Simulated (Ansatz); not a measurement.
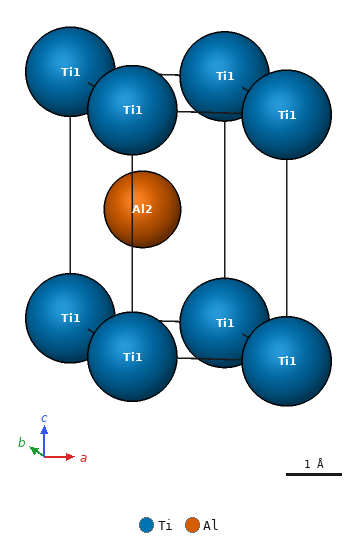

Figure 1. The structure as given in the input (spheres-only view of the cell of the calculation, seen slightly off an axis; atoms are numbered from 1 in the order of the input). An atom can appear more than once, as a periodic image.

**Two runs on TiAl**

System: TiAl (Amm2, 2 atoms in the cell).
Method of run A: DFT r2SCAN, scalar-relativistic, plane waves, PAW, no spin polarisation (Ansatz 0.2.0).

The structure derives from a Materials Project entry. Text and figures count atoms from 1; the logs count them from 0 in places.

## Input, run A
```yaml
crystal:
  lattice:
    - [2.8385896104, 0.0, 0.0]
    - [-1.4192948052, 2.4831219328, 0.0]
    - [0.0, 0.0, 4.678083]
  atoms:
    - { symbol: Ti, position: [0.0, 0.0, 0.0] }
    - { symbol: Al, position: [0.3333333333, 0.6666666667, 0.5] }
basis:
  ecutwfc: 500
kpoints:
  mp_grid: { grid: [18, 18, 10] }
hamiltonian:
  xc: r2scan
scf:
  occupations: { method: gaussian, width: 0.15 }
output:
  forces: true
  stress: true
  eigenvalues: true
```

Command:
```bash
ansatz run input.yaml --threads 1 --pin off --max-ram 2560MiB --backend cpu --events-out ev --progress --plain --runs-dir out
```

Hardware: 1 thread of Intel Xeon (Granite Rapids), 192 GiB of memory available, shared host.

## Output, shortened to warnings, some set-up lines, iterations and results (run A)
```
Basis set: ecut = 500 eV, 825 PW (Γ), exchange–correlation on 96×96×144 points (64 copies of the dense FFT grid, shifted against one another)
Symmetry: 4 space group operations
k-points: 546 of 3240 (time reversal used)
Initial density: superposition of atomic densities (neutral atoms: chi_scale 0, normalization atom), corrected by the library's trained network
[...]
SCF iter   1: F=—  HF=-3045.328599 eV  |F-HF|=—  |Δ(HF+E_count)|=         —  Δρ=1.75e-2  dr2=1.46e-1  dr2_τ=1.44e-2  ethr=1.77e-3  ⟨swp⟩=5.0  Hψ=33086  notcnv=0
SCF iter   2: F=—  HF=-3045.337993 eV  |F-HF|=—  |Δ(HF+E_count)|=   9.39e-3  Δρ=3.73e-3  dr2=3.23e-3  dr2_τ=1.71e-3  ethr=9.73e-4  ⟨swp⟩=3.0  Hψ=16300  notcnv=0  defer=91
SCF iter   3: F=—  HF=-3045.338712 eV  |F-HF|=—  |Δ(HF+E_count)|=   7.19e-4  Δρ=1.90e-3  dr2=6.85e-4  dr2_τ=1.06e-4  ethr=2.15e-5  ⟨swp⟩=2.1  Hψ=9257  notcnv=0  defer=91
SCF iter   4: F=—  HF=-3045.339225 eV  |F-HF|=—  |Δ(HF+E_count)|=   5.13e-4  Δρ=3.52e-4  dr2=8.80e-5  dr2_τ=1.78e-6  ethr=4.57e-6  ⟨swp⟩=3.0  Hψ=10733  notcnv=0  defer=91
SCF iter   5: F=—  HF=-3045.339227 eV  |F-HF|=—  |Δ(HF+E_count)|=   1.99e-6  Δρ=1.48e-4  dr2=1.97e-5  dr2_τ=6.05e-7  ethr=5.87e-7  ⟨swp⟩=2.0  Hψ=8125  notcnv=0  defer=91
SCF iter   6: F=—  HF=-3045.339224 eV  |F-HF|=—  |Δ(HF+E_count)|=   2.66e-6  Δρ=3.71e-5  dr2=9.35e-7  dr2_τ=2.37e-8  ethr=1.31e-7  ⟨swp⟩=1.3  Hψ=6779  notcnv=0  defer=91
SCF iter   7: F=-3045.339224 eV  HF=-3045.339224 eV  |F-HF|=6.53e-9  |Δ(HF+E_count)|=   8.74e-8  Δρ=4.92e-6  dr2=1.26e-8  dr2_τ=5.16e-10  ethr=6.67e-10  ⟨swp⟩=5.1  Hψ=23138  …
SCF 1 converged in 7 iterations: F = -3045.339224 eV  dr2 = 1.26e-8
SCF converged after 7 iterations
Free energy (F): -3045.339224 eV
Harris-Foulkes:  -3045.339224 eV  (|F-HF|=6.53e-9)
Internal energy: -3045.314258 eV  (E = F + TS)
E sigma→0 (E₀):  -3045.326741 eV
Entropy (-TS):   -0.024966 eV (-12.483 meV/atom)
Fermi energy:    10.558150 eV
--- Per-component energies (eV) ---
  E_band       = -181.876348
  E_kinetic    = 296.071642
  E_local      = -1150.732361  (includes V_loc(G=0)·N_el)
  E_nonlocal   = 17.181021
  E_hartree    = 496.632086
  E_xc         = -129.925118
  E_vxc        = -164.311683  (∫ρ·V_xc dr)
  E_paw        = -1530.022067  (= ΣΔE_a)
  E_vpaw       = -183.682224  (= ΣTr[D̂ρ^β])
  E_aug_tail   = 0.000092  (compensation charges beyond the density's cutoff)
  E_vtau       = 10.336204  (kinetic-family band-sum trace: ∫τ·v_τ [+ j·A + Jᵃ·Aᵃ] dr)
  E_ewald      = -1044.205988
  E_core_change = -0.313565  (= ΣΔE_core)
  E_smearing   = -0.024966  (= −TS)
  E_closure    = -0.000000  (closes the sum)
  Σ components = -3045.339224   (vs F -3045.339224, Δ=0.00e0)
--- Forces (eV/Å), atoms counted from 1 ---
  atom   1  Ti     0.00000000     0.03472930     0.00000000
  atom   2  Al     0.00000000    -0.03473495    -0.00000000
  max |Σ_I F_I| component: 5.65e-6 eV/Å
--- Stress (GPa, compression-positive) ---
        1.298237      -0.000000      -0.000000
       -0.000000       0.281236      -0.000000
       -0.000000      -0.000000      -1.652969
  P = ⅓ Tr σ = -0.0245 GPa (-0.245 kbar)
```

The input of run B differs as follows (lines with − go, lines with + come):
```diff
-    - [2.8385896104, 0.0, 0.0]
-    - [-1.4192948052, 2.4831219328, 0.0]
+    - [2.809916988, 0.0, 0.0]
+    - [-1.404958494, 2.4831219328, 0.0]
```

What does this change do to the results?

With the same functional and potentials, run B lies 2.3 meV per atom higher. The pressure goes from −0.02 to 1.10 GPa. The largest force goes from 0.035 to 0.070 eV/Å. The volume per atom goes from 16.49 to 16.32 Å³. The number of SCF iterations is the same. The plane waves at Γ go from 825 to 817.

## Output, shortened to warnings, some set-up lines, iterations and results (run B)
```
Basis set: ecut = 500 eV, 817 PW (Γ), exchange–correlation on 96×96×144 points (64 copies of the dense FFT grid, shifted against one another)
Symmetry: 4 space group operations
k-points: 546 of 3240 (time reversal used)
Initial density: superposition of atomic densities (neutral atoms: chi_scale 0, normalization atom), corrected by the library's trained network
[...]
SCF iter   1: F=—  HF=-3045.322732 eV  |F-HF|=—  |Δ(HF+E_count)|=         —  Δρ=1.74e-2  dr2=1.47e-1  dr2_τ=1.48e-2  ethr=1.77e-3  ⟨swp⟩=5.0  Hψ=33123  notcnv=0
SCF iter   2: F=—  HF=-3045.333379 eV  |F-HF|=—  |Δ(HF+E_count)|=   1.06e-2  Δρ=3.74e-3  dr2=3.36e-3  dr2_τ=1.67e-3  ethr=9.77e-4  ⟨swp⟩=3.0  Hψ=16223  notcnv=0  defer=94
SCF iter   3: F=—  HF=-3045.334085 eV  |F-HF|=—  |Δ(HF+E_count)|=   7.06e-4  Δρ=1.93e-3  dr2=7.37e-4  dr2_τ=1.11e-4  ethr=2.24e-5  ⟨swp⟩=2.1  Hψ=9000  notcnv=0  defer=94
SCF iter   4: F=—  HF=-3045.334594 eV  |F-HF|=—  |Δ(HF+E_count)|=   5.09e-4  Δρ=4.78e-4  dr2=1.94e-4  dr2_τ=2.71e-6  ethr=4.91e-6  ⟨swp⟩=3.0  Hψ=10566  notcnv=0  defer=94
SCF iter   5: F=—  HF=-3045.334577 eV  |F-HF|=—  |Δ(HF+E_count)|=   1.65e-5  Δρ=1.40e-4  dr2=1.02e-5  dr2_τ=7.76e-7  ethr=1.29e-6  ⟨swp⟩=2.1  Hψ=7834  notcnv=0  defer=94
SCF iter   6: F=—  HF=-3045.334579 eV  |F-HF|=—  |Δ(HF+E_count)|=   1.81e-6  Δρ=2.82e-5  dr2=2.20e-7  dr2_τ=2.74e-8  ethr=6.78e-8  ⟨swp⟩=2.0  Hψ=7663  notcnv=0  defer=94
SCF iter   7: F=-3045.334579 eV  HF=-3045.334579 eV  |F-HF|=2.50e-9  |Δ(HF+E_count)|=   4.92e-8  Δρ=4.07e-6  dr2=2.58e-9  dr2_τ=4.12e-10  ethr=6.67e-10  ⟨swp⟩=4.8  Hψ=20382  …
SCF 1 converged in 7 iterations: F = -3045.334579 eV  dr2 = 2.58e-9
SCF converged after 7 iterations
Free energy (F): -3045.334579 eV
Harris-Foulkes:  -3045.334579 eV  (|F-HF|=2.50e-9)
Internal energy: -3045.310156 eV  (E = F + TS)
E sigma→0 (E₀):  -3045.322368 eV
Entropy (-TS):   -0.024423 eV (-12.212 meV/atom)
Fermi energy:    10.698231 eV
--- Per-component energies (eV) ---
  E_band       = -179.714289
  E_kinetic    = 296.549373
  E_local      = -1148.879561  (includes V_loc(G=0)·N_el)
  E_nonlocal   = 17.256560
  E_hartree    = 496.682300
  E_xc         = -130.087564
  E_vxc        = -164.547908  (∫ρ·V_xc dr)
  E_paw        = -1530.104889  (= ΣΔE_a)
  E_vpaw       = -183.807142  (= ΣTr[D̂ρ^β])
  E_aug_tail   = 0.000092  (compensation charges beyond the density's cutoff)
  E_vtau       = 10.349718  (kinetic-family band-sum trace: ∫τ·v_τ [+ j·A + Jᵃ·Aᵃ] dr)
  E_ewald      = -1046.412902
  E_core_change = -0.313565  (= ΣΔE_core)
  E_smearing   = -0.024423  (= −TS)
  E_closure    = 0.000000  (closes the sum)
  Σ components = -3045.334579   (vs F -3045.334579, Δ=0.00e0)
--- Forces (eV/Å), atoms counted from 1 ---
  atom   1  Ti     0.00000000     0.07020005     0.00000000
  atom   2  Al     0.00000000    -0.07021198    -0.00000000
  max |Σ_I F_I| component: 1.19e-5 eV/Å
--- Stress (GPa, compression-positive) ---
        3.188370      -0.000000      -0.000000
       -0.000000       1.093723      -0.000000
       -0.000000      -0.000000      -0.993700
  P = ⅓ Tr σ = 1.0961 GPa (10.961 kbar)
```

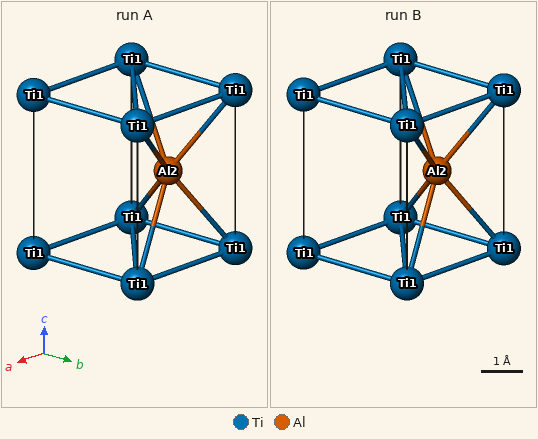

Figure 2. The two input geometries at one scale (ball-and-stick view of the cell of the calculation, seen at an oblique angle). The atoms keep their places relative to the cell (all moves are under 0.005 Å). The drawn cell changes as follows: a 2.839 → 2.810 Å (−1.0 %), b 2.860 → 2.853 Å (−0.2 %), c stays at 4.678 Å, γ 119.8° → 119.5°; the volume changes by −1.0 %. Among the contacts that change: Al2–Al2 2.839 → 2.810 Å, Ti1–Ti1 2.839 → 2.810 Å, Ti1–Al2 2.858 → 2.851 Å.

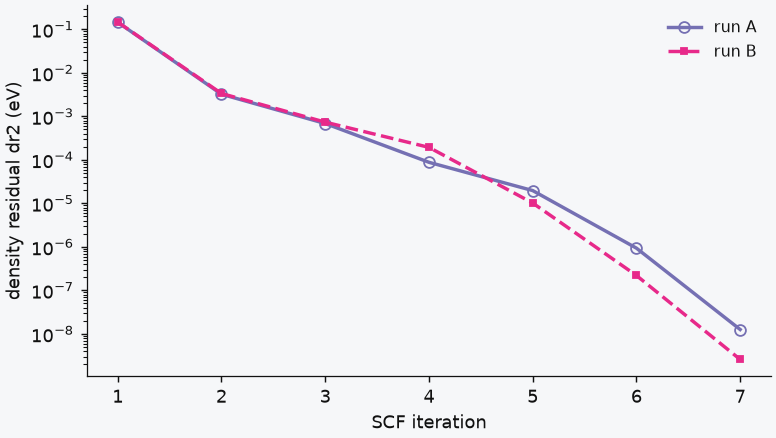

Figure 3. Convergence of the two runs: density residual dr2 against the SCF iteration. Run A takes 7 iterations in all, and run B takes 7.

## The two runs side by side

| quantity | run A | run B |
| --- | --- | --- |
| outcome | converged | converged |
| free energy per atom (eV) | −1522.6696 | −1522.6673 |
| energy per atom, smearing taken to zero (eV) | −1522.6634 | −1522.6612 |
| gap on the mesh (eV) | 0.00 | 0.00 |
| pressure (GPa) | −0.02 | 1.10 |
| volume per atom (Å³) | 16.49 | 16.32 |
| largest force (eV/Å) | 0.035 | 0.070 |
| SCF iterations | 7 | 7 |
| irreducible k-points | 546 | 546 |
| plane waves at Γ | 825 | 817 |
| wall time (shared host) | 19 s | 18 s |
